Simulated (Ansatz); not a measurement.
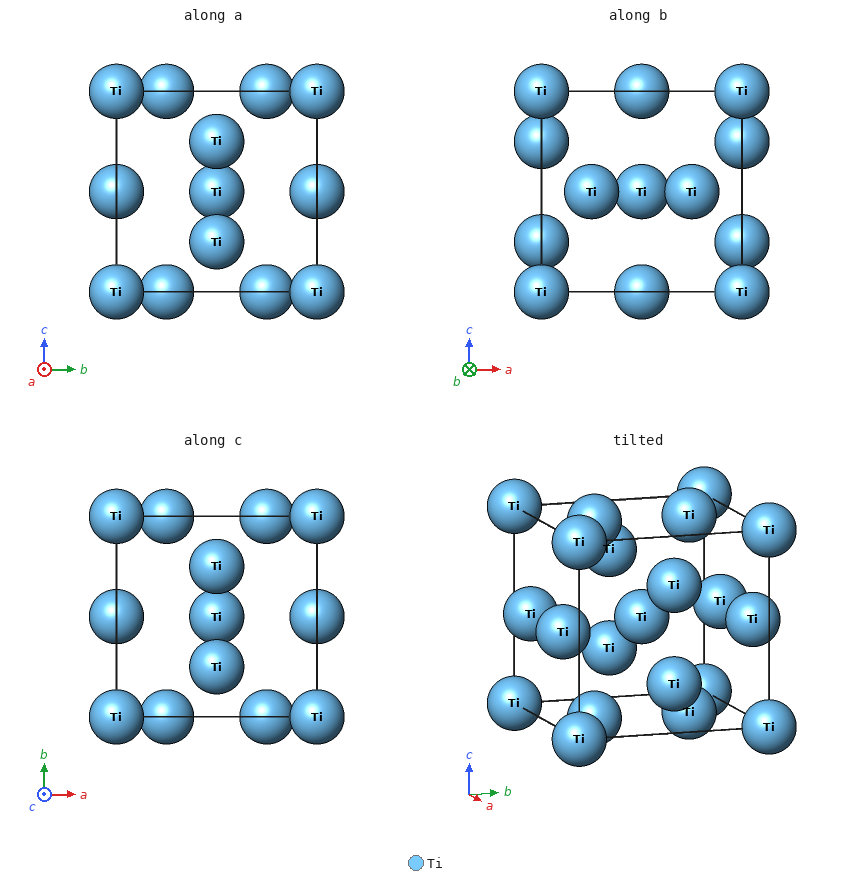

Spheres-only representation of a periodic structure, projected along the a axis, along the b axis, along the c axis and slightly off an axis. The conventional unit cell is outlined; an atom on or near a face, edge or corner is repeated at each equivalent position.

Lattice parameters: a = 5.117 Å, b = 5.117 Å, c = 5.117 Å, α = 90.00°, β = 90.00°, γ = 90.00°.

### Turn the picture into a table of Wyckoff sites.

Space group Pm-3n (No. 223).
```json
{"atom": "Ti", "site": "2a", "x": "0.0000", "y": "0.0000", "z": "0.0000"}
{"atom": "Ti", "site": "6c", "x": "0.2500", "y": "0.0000", "z": "0.5000"}
```

Its origin is a structure type filled with this element by a generator (whether the element takes this form wasn't checked). Earlier steps of the study may have refined or changed the cell and positions. It was run through Ansatz as a DFT input.
